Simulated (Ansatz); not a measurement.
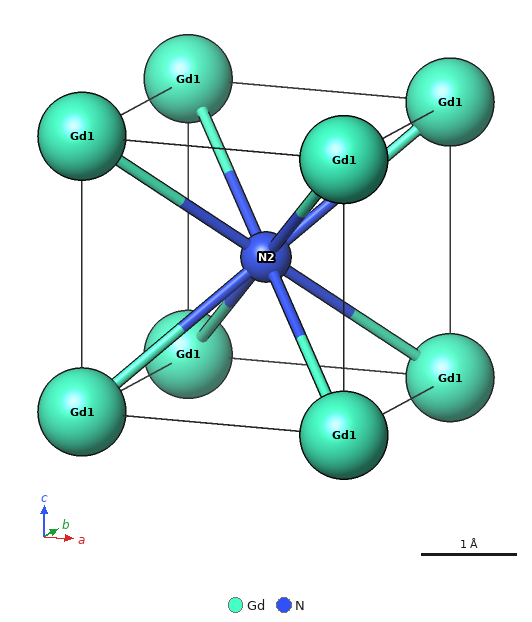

Figure 1. The structure (ball-and-stick view of the cell of the calculation, seen slightly off an axis; atoms are numbered from 1 in the order of the input). An atom can appear more than once, as a periodic image.

Single-point calculation, with input and output: GdN (part 1 of 2)

System: GdN (Pm-3m, 2 atoms in the cell).
Method: DFT PBE+U, spin-orbit coupling, plane waves, PAW, Ueff = 2 eV on Gd atom 1 f (Ansatz 0.2.0).

The structure was built on a prototype by a generator; it need not be a known phase. It belongs to a series of runs on one base structure; here: random orbitals: random, high filling. Figures and captions count atoms from 1; the log counts them from 0 in places.

What the program printed:
```
Warning: output.stress: scf.convergence.dr2_threshold = 1e-7 eV (the SCF's general default) is looser than the 2e-10 eV advised for a printed stress (1e-10 eV for each atom of the cell: 2). What an SCF threshold leaves in a stress goes as its square root, and in the free energy as the threshold itself, and one threshold admits the most on a small cell: of the crystals measured, under no hybrid functional and no lock of the moments, on runs that ended without the residual-converged pass, on stresses that held no estimate of that error, the worst erred by over 100 MPa in a component at 1e-7 eV an atom and by under 5 at 1e-10. Set scf.convergence.dr2_threshold to 2e-10 eV or tighter. The threshold is an SCF's pass mark: one that does not reach it within its budget of iterations ends unconverged, or closes short of it on a stop that the run arms, and scf.convergence.dr2_threshold's page says what that costs each kind of run
Gd: projections on atomic orbitals take those of the free atom [Kr 4d10] 4f7 5s2 5p6 5d1 6s2, of charge +0.00 (hamiltonian.pseudopotentials.projection_atoms); the dataset's partial waves leave at most 3.2e-4 of an orbital's norm unspanned inside its sphere
N: projections on atomic orbitals take those of the free atom [He] 2s2 2p3, of charge +0.00 (hamiltonian.pseudopotentials.projection_atoms); the dataset's partial waves leave at most 3.0e-12 of an orbital's norm unspanned inside its sphere
band count auto-derived: 36, from the close of a first SCF at 32 (N_el = 23.0; filled up to band 23; 32 by the electrons, moments and atoms)
Engine: ansatz 0.2.0, aarch64-unknown-linux-gnu
Pseudopotentials: kind: paw_fr
Pseudopotential: Gd, paw_fr, valence charge 18, recommended cutoff 420 eV (normal), Gd.paw.azcp#standard-fr
Pseudopotential: N, paw_fr, valence charge 5, recommended cutoff 420 eV (normal), N.paw.azcp#standard-fr
Functional definition: PBE
  parameter kappa = 0.804
  parameter beta = 0.06672455060314922
  exchange = pbe_x(kappa = kappa, mu = beta*pi^2/3)
  correlation = pbe_c(beta = beta)
Crystal: 2 atoms, lattice volume = 26.826 Å³
Basis set: ecut = 420 eV, 515 PW (Γ), exchange–correlation on 48×48×48 points (8 copies of the dense FFT grid, shifted against one another)
Bands: 32, of which v1, the nominal top of the filled ones, is band 23 counted from 1 (22 counted from 0)
Symmetry: 8 space group operations + 8 with time reversal
Magnetic group: BNS 123.345 (UNI 1005), of the structure as read, at distance tolerance 3.0e-5 Å
k-points: 40 of 216 (time reversal used)
Projection manifold: j_resolved (fully-relativistic pseudo-atomic orbitals)
Non-local potential: Gd, projectors of the file, l = 0: 3, l = 1: 4, l = 2: 4, l = 3: 6
Non-local potential: N, projectors of the file, l = 0: 2, l = 1: 4, l = 2: 2
PAW form: soft (Blöchl's): semilocal exchange-correlation on the pseudo side does not see the compensation charge
PAW one-centre angular grid: Gd, 590 points (default); XC on 64 Gauss nodes
PAW one-centre angular grid: N, 110 points (default); XC on 64 Gauss nodes
Initial density: superposition of atomic densities (chi_scale 0.1, normalization cell, long waves kept (reshape's long-wave potential 0.00 eV rms))
Starting moments: Σ|m| = 7 μB on 1 of 2 sites
Initial wavefunctions: pseudopotential atomic-orbital guess
Functional: x = pbe(κ = 0.804, μ = 0.2195149727645171), c = pbe(β = 0.06672455060314922)
SCF iter   1: F=—  HF=-9724.550256 eV  |F-HF|=—  |Δ(HF+E_count)|=         —  Δρ=5.65e-1  dr2=8.01e-1  dr2_m=1.96e1  ethr=3.10e-3  |M|=6.99e0 ∫|m|=7.31e0 μB  |m|>n=0.0e0 m-floor=0.0e0 τ_xc=0.0e0 mc-row=0.0e0  β_m=1.00  ⟨swp⟩=5.3  Hψ=5924  notcnv=0
preconditioner: auto → none  [insulator: Δε(μ)=0.059 eV  Ē_g=10.985 eV  σ=0.050 eV  W_gap=0.50  n_scr=6 (ndim 8)  ℏωp=32.9 eV  f_vac=0.000  D(μ)=1.31/eV (n_scr^D=18)  ε∞_Penn≈9.9]
SCF iter   2: F=—  HF=-9721.280187 eV  |F-HF|=—  |Δ(HF+E_count)|=    3.27e0  Δρ=4.24e-2  dr2=3.24e-1  dr2_m=7.76e-2  ethr=3.10e-3  |M|=6.90e0 ∫|m|=7.09e0 μB  |m|>n=6.3e-5 m-floor=6.3e-5 τ_xc=7.0e-4 mc-row=6.3e-5  β_m=0.30  ⟨swp⟩=3.0  Hψ=3009  notcnv=0  defer=60
SCF iter   3: F=—  HF=-9724.647791 eV  |F-HF|=—  |Δ(HF+E_count)|=    3.37e0  Δρ=3.17e-2  dr2=1.31e-1  dr2_m=6.19e-2  ethr=1.41e-3  |M|=6.96e0 ∫|m|=7.18e0 μB  |m|>n=0.0e0 m-floor=0.0e0 τ_xc=8.5e-4 mc-row=0.0e0  β_m=1.00  ⟨swp⟩=3.1  Hψ=3040  notcnv=0  defer=78
SCF iter   4: F=—  HF=-9725.983355 eV  |F-HF|=—  |Δ(HF+E_count)|=    1.34e0  Δρ=9.36e-3  dr2=1.34e-2  dr2_m=2.56e-4  ethr=5.68e-4  |M|=6.94e0 ∫|m|=7.14e0 μB  |m|>n=0.0e0 m-floor=0.0e0 τ_xc=8.6e-4 mc-row=0.0e0  β_m=0.30  ⟨swp⟩=3.6  Hψ=2649  notcnv=0  defer=78
SCF iter   5: F=—  HF=-9726.842117 eV  |F-HF|=—  |Δ(HF+E_count)|=   8.59e-1  Δρ=3.37e-3  dr2=1.69e-4  dr2_m=7.01e-4  ethr=5.81e-5  |M|=6.95e0 ∫|m|=7.15e0 μB  |m|>n=0.0e0 m-floor=0.0e0 τ_xc=8.5e-4 mc-row=0.0e0  β_m=1.00  ⟨swp⟩=3.2  Hψ=3129  notcnv=0  defer=83
SCF iter   6: F=—  HF=-9727.228702 eV  |F-HF|=—  |Δ(HF+E_count)|=   3.87e-1  Δρ=9.08e-4  dr2=2.09e-4  dr2_m=5.18e-5  ethr=7.34e-7  |M|=6.95e0 ∫|m|=7.15e0 μB  |m|>n=0.0e0 m-floor=0.0e0 τ_xc=8.2e-4 mc-row=0.0e0  β_m=1.00  ⟨swp⟩=3.2  Hψ=3517  notcnv=0  defer=83
SCF iter   7: F=—  HF=-9727.426291 eV  |F-HF|=—  |Δ(HF+E_count)|=   1.98e-1  Δρ=9.38e-4  dr2=9.67e-5  dr2_m=5.44e-5  ethr=7.34e-7  |M|=6.95e0 ∫|m|=7.16e0 μB  |m|>n=0.0e0 m-floor=0.0e0 τ_xc=8.0e-4 mc-row=0.0e0  β_m=0.30  ⟨swp⟩=3.2  Hψ=3415  notcnv=0  defer=83
Mixer restart at iter 7: flushing history
spin-set hold released at iteration 7 (site moments contracting): the magnetisation degrees of freedom join the quasi-Newton model from the next iteration; the mixer history was flushed
SCF iter   8: F=—  HF=-9727.523514 eV  |F-HF|=—  |Δ(HF+E_count)|=   9.72e-2  Δρ=1.13e-3  dr2=6.08e-6  dr2_m=7.91e-5  ethr=4.21e-7  |M|=6.95e0 ∫|m|=7.16e0 μB  |m|>n=0.0e0 m-floor=0.0e0 τ_xc=7.8e-4 mc-row=0.0e0  β_m=0.65  ⟨swp⟩=3.1  Hψ=3033  notcnv=0  defer=83
SCF iter   9: F=—  HF=-9727.622646 eV  |F-HF|=—  |Δ(HF+E_count)|=   9.91e-2  Δρ=3.92e-3  dr2=5.37e-3  dr2_m=3.53e-5  ethr=2.64e-8  |M|=6.95e0 ∫|m|=7.17e0 μB  |m|>n=0.0e0 m-floor=0.0e0 τ_xc=7.3e-4 mc-row=0.0e0  β_m=0.52  ⟨swp⟩=4.5  Hψ=4694  notcnv=0  defer=81
SCF iter  10: F=—  HF=-9727.621764 eV  |F-HF|=—  |Δ(HF+E_count)|=   8.82e-4  Δρ=2.27e-3  dr2=1.89e-3  dr2_m=7.64e-5  ethr=2.64e-8  |M|=6.95e0 ∫|m|=7.18e0 μB  |m|>n=0.0e0 m-floor=0.0e0 τ_xc=7.4e-4 mc-row=0.0e0  β_m=0.43  ⟨swp⟩=4.3  Hψ=4035  notcnv=0  defer=85
SCF iter  11: F=—  HF=-9727.621487 eV  |F-HF|=—  |Δ(HF+E_count)|=   2.77e-4  Δρ=5.30e-4  dr2=7.28e-5  dr2_m=1.73e-5  ethr=2.64e-8  |M|=6.95e0 ∫|m|=7.18e0 μB  |m|>n=0.0e0 m-floor=0.0e0 τ_xc=7.4e-4 mc-row=0.0e0  β_m=0.50  ⟨swp⟩=3.2  Hψ=2914  notcnv=0  defer=84
SCF iter  12: F=—  HF=-9727.621480 eV  |F-HF|=—  |Δ(HF+E_count)|=   6.51e-6  Δρ=3.49e-4  dr2=1.98e-5  dr2_m=7.51e-6  ethr=2.64e-8  |M|=6.95e0 ∫|m|=7.18e0 μB  |m|>n=0.0e0 m-floor=0.0e0 τ_xc=7.4e-4 mc-row=0.0e0  β_m=0.59  ⟨swp⟩=2.7  Hψ=2260  notcnv=0  defer=84
SCF iter  13: F=—  HF=-9727.621484 eV  |F-HF|=—  |Δ(HF+E_count)|=   3.39e-6  Δρ=1.34e-4  dr2=9.87e-7  dr2_m=1.10e-6  ethr=2.64e-8  |M|=6.95e0 ∫|m|=7.18e0 μB  |m|>n=0.0e0 m-floor=0.0e0 τ_xc=7.5e-4 mc-row=0.0e0  β_m=0.59  ⟨swp⟩=2.4  Hψ=2103  notcnv=0  defer=84
Mixer restart at iter 13: flushing history
SCF iter  14: F=—  HF=-9727.621498 eV  |F-HF|=—  |Δ(HF+E_count)|=         —  Δρ=1.24e-4  dr2=7.38e-7  dr2_m=9.53e-7  ethr=4.29e-9  |M|=6.95e0 ∫|m|=7.18e0 μB  |m|>n=0.0e0 m-floor=0.0e0 τ_xc=7.5e-4 mc-row=0.0e0  β_m=0.59  ⟨swp⟩=1.4  Hψ=1213  notcnv=0  defer=84
SCF iter  15: F=—  HF=-9727.648426 eV  |F-HF|=—  |Δ(HF+E_count)|=   2.69e-2  Δρ=1.43e-3  dr2=3.08e-6  dr2_m=1.33e-4  ethr=3.21e-9  |M|=6.94e0 ∫|m|=7.17e0 μB  |m|>n=0.0e0 m-floor=0.0e0 τ_xc=7.6e-4 mc-row=0.0e0  β_m=0.67  ⟨swp⟩=4.7  Hψ=3378  notcnv=0  defer=84
SCF iter  16: F=—  HF=-9727.659157 eV  |F-HF|=—  |Δ(HF+E_count)|=   1.07e-2  Δρ=1.15e-3  dr2=1.67e-5  dr2_m=8.97e-5  ethr=3.21e-9  |M|=6.93e0 ∫|m|=7.16e0 μB  |m|>n=0.0e0 m-floor=0.0e0 τ_xc=7.6e-4 mc-row=0.0e0  β_m=0.90  ⟨swp⟩=4.7  Hψ=3577  notcnv=0  defer=84
SCF iter  17: F=—  HF=-9727.660210 eV  |F-HF|=—  |Δ(HF+E_count)|=   1.05e-3  Δρ=1.12e-3  dr2=2.47e-4  dr2_m=7.66e-6  ethr=3.21e-9  |M|=6.93e0 ∫|m|=7.15e0 μB  |m|>n=0.0e0 m-floor=0.0e0 τ_xc=7.8e-4 mc-row=0.0e0  β_m=0.64  ⟨swp⟩=4.5  Hψ=3978  notcnv=0  defer=88
SCF iter  18: F=—  HF=-9727.660069 eV  |F-HF|=—  |Δ(HF+E_count)|=   1.41e-4  Δρ=9.84e-5  dr2=5.86e-8  dr2_m=1.27e-6  ethr=3.21e-9  |M|=6.93e0 ∫|m|=7.16e0 μB  |m|>n=0.0e0 m-floor=0.0e0 τ_xc=7.8e-4 mc-row=0.0e0  β_m=0.82  ⟨swp⟩=4.1  Hψ=3635  notcnv=0  defer=88
SCF iter  19: F=—  HF=-9727.660072 eV  |F-HF|=—  |Δ(HF+E_count)|=   3.12e-6  Δρ=5.14e-5  dr2=9.54e-7  dr2_m=3.30e-7  ethr=2.55e-10  |M|=6.93e0 ∫|m|=7.16e0 μB  |m|>n=0.0e0 m-floor=0.0e0 τ_xc=7.9e-4 mc-row=0.0e0  β_m=0.91  ⟨swp⟩=13.6  Hψ=7555  notcnv=0
SCF iter  20: F=—  HF=-9727.660076 eV  |F-HF|=—  |Δ(HF+E_count)|=   4.50e-6  Δρ=2.47e-4  dr2=2.30e-5  dr2_m=1.17e-7  ethr=2.55e-10  |M|=6.93e0 ∫|m|=7.16e0 μB  |m|>n=0.0e0 m-floor=0.0e0 τ_xc=7.9e-4 mc-row=0.0e0  β_m=0.57  ⟨swp⟩=4.1  Hψ=3123  notcnv=0  recentre
SCF iter  21: F=-9727.660072 eV  HF=-9727.660072 eV  |F-HF|=1.02e-8  |Δ(HF+E_count)|=   3.87e-6  Δρ=6.35e-6  dr2=4.52e-9  dr2_m=3.30e-9  ethr=2.55e-10  |M|=6.93e0 ∫|m|=7.16e0 μB  |m|>n=0.0e0 m-floor=0.0e0 τ_xc=7.9e-4 mc-row=0.0e0  ⟨swp⟩=5.0  Hψ=7234  notcnv=0
SCF 1, on 32 bands, converged in 21 iterations: F = -9727.660072 eV; the run's SCF on all bands comes behind
  greatest PAW one-centre occupation: 0.988 electrons in one spin orbital (limit 2), on the Gd atom at site 0 (counted from 0), in its partial waves of l = 0
The result of the SCF on 32 bands, without a stress, told ahead of the SCF on all bands, whose result is the run's:
SCF converged after 21 iterations
Magnetization: |M| = 6.9282 μB,  M = (+6.9282, -0.0000, -0.0000) μB
Absolute magnetization: 7.1561 μB (∫|m|, with the PAW one-centre terms)
  site 0: m = (+6.8654, +0.0000, +0.0000) μB, |m| = 6.8654 μB  (R = 1.07 Å)
  site 1: m = (-0.1122, +0.0000, -0.0000) μB, |m| = 0.1122 μB  (R = 1.07 Å)
Free energy (F): -9727.660072 eV
Harris-Foulkes:  -9727.660072 eV  (|F-HF|=1.02e-8)
Internal energy: -9727.658481 eV  (E = F + TS)
E sigma→0 (E₀):  -9727.659277 eV
Entropy (-TS):   -0.001592 eV (-0.796 meV/atom)
Fermi energy:    17.552340 eV
--- Per-component energies (eV) ---
  E_band       = 120.303852
  E_kinetic    = 537.903959
  E_local      = -1687.781522  (includes V_loc(G=0)·N_el)
  E_nonlocal   = 332.459722
  E_hartree    = 699.933992
  E_xc         = -296.393801
  E_vxc        = -333.506829  (∫ρ·V_xc dr)
  E_hubbard    = 0.135455  (on-site DFT+U / exact-exchange correction)
  E_vhub       = -6.834801  (the Hubbard potential's part of the band-sum identity)
  E_paw        = -6585.164118  (= ΣΔE_a)
  E_vpaw       = -121.805949  (= ΣTr[D̂ρ^β])
  E_aug_tail   = 0.000090  (compensation charges beyond the density's cutoff)
  E_ewald      = -2728.752258
  E_smearing   = -0.001592  (= −TS)
  E_closure    = 0.000000  (closes the sum)
  Σ components = -9727.660072   (vs F -9727.660072, Δ=0.00e0)
--- Hubbard shell moments (per corrected site; Tr N, ν in electrons; μ in μ_B) ---
  shell 0: Tr N=7.1053  μ_S=(+6.8150, +0.0000, +0.0000)  μ_L=(+0.0384, +0.0000, +0.0000)  μ=(+6.8534, +0.0000, +0.0000)  ν=0.2120 along (+1.000, +0.000, -0.000)
--- Specified on-site occupations, and those of the state reported ---
  electrons in the specified blocks: 6.9300 specified, 7.1053 found
  site 0 (l=f): largest change of an orbital's occupation 0.0887; electrons 6.9300 specified, 7.1053 found; spectral distance 0.0821
--- Forces (eV/Å), atoms counted from 1 ---
  atom   1  Gd    -0.00000000    -0.00000000     0.00000000
  atom   2  N     -0.00000000    -0.00000000     0.00000000
  max |Σ_I F_I| component: 2.17e-19 eV/Å
--- Band table (eV; the first three rows and the last of 40) ---
  k-point 0: bands = ["-27.0973", "-24.1036", "-6.3263", "-5.5782", "-2.3851", "-1.3257", "-0.6871", "-0.1688", "3.9309", "3.9368", "12.3635", "12.5255", "12.5511", "12.6693", "12.7712", "12.9980", "13.0161", "16.4161", "16.4166", "17.2691", "17.3366", "17.3855", "17.3884", "17.4298", "17.9375", "17.9917", "18.0333", "19.6841", "19.7037", "19.8178", "20.1411", "20.3735"]
  k-point 1: bands = ["-27.0496", "-24.0459", "-6.5083", "-5.6462", "-2.7036", "-1.6189", "-0.6809", "-0.4712", "4.4389", "4.5439", "12.3429", "12.5244", "12.5374", "12.7022", "12.7500", "12.9910", "13.0141", "15.5692", "15.7699", "16.6700", "17.1125", "17.1157", "17.5354", "17.5445", "17.6331", "18.7301", "18.8897", "19.6951", "19.7034", "19.8253", "20.1254", "20.3450"]
  k-point 2: bands = ["-26.9522", "-23.9277", "-6.9419", "-5.8503", "-3.1454", "-2.3278", "-0.5949", "-0.5367", "5.3916", "5.5686", "12.3212", "12.4752", "12.5550", "12.7424", "12.7861", "13.0213", "13.0246", "13.6532", "13.8000", "16.5774", "16.5791", "16.6777", "16.6780", "17.2334", "18.2243", "19.4500", "19.5808", "19.7068", "19.8896", "20.0523", "20.2488", "20.3142"]
  k-point 39: bands = ["-26.5402", "-23.4341", "-7.3506", "-6.6457", "-3.7737", "-2.7697", "-2.1778", "-1.6999", "5.8699", "5.9623", "12.4118", "12.5394", "12.5524", "12.5671", "12.6487", "12.6698", "12.6982", "12.7287", "12.7437", "12.7529", "12.9027", "13.0975", "13.1724", "19.5956", "19.8219", "19.8445", "19.8713", "20.1609", "20.2935", "20.2959", "25.6966", "25.7388"]
Bands: 36, of which v1, the nominal top of the filled ones, is band 23 counted from 1 (22 counted from 0)
Projection manifold: j_resolved (fully-relativistic pseudo-atomic orbitals)
Initial density: handed on by an earlier stage of this run
Starting moments: Σ|m| = 7 μB on 1 of 2 sites; this step starts from the density that it was given
iter 1 solved again at ethr=7.36e-9 eV; its pass at ethr=3.10e-3 eV (dr2=1.69e-6 eV) is discarded
SCF iter   1: F=—  HF=-9727.660072 eV  |F-HF|=—  |Δ(HF+E_count)|=         —  Δρ=6.29e-6  dr2=4.75e-9  dr2_m=3.25e-9  ethr=7.36e-9  |M|=6.93e0 ∫|m|=7.16e0 μB  |m|>n=0.0e0 m-floor=0.0e0 τ_xc=7.9e-4 mc-row=0.0e0  β_m=0.30  ⟨swp⟩=4.7  Hψ=12158  notcnv=0
preconditioner: auto → none  [metal: Δε(μ)=0.014 eV  Ē_g=12.757 eV  σ=0.050 eV  W_gap=0.15  n_scr=6 (ndim 8)  ℏωp=32.9 eV  f_vac=0.000  D(μ)=1.27/eV (n_scr^D=6)]
SCF iter   2: F=-9727.660073 eV  HF=-9727.660072 eV  |F-HF|=6.09e-9  |Δ(HF+E_count)|=   3.49e-9  Δρ=4.06e-6  dr2=1.88e-9  dr2_m=1.61e-9  ethr=2.07e-11  |M|=6.93e0 ∫|m|=7.16e0 μB  |m|>n=0.0e0 m-floor=0.0e0 τ_xc=7.9e-4 mc-row=0.0e0  ⟨swp⟩=7.9  Hψ=6635  notcnv=0
SCF 2 converged in 2 iterations: F = -9727.660073 eV  dr2 = 1.88e-9
```
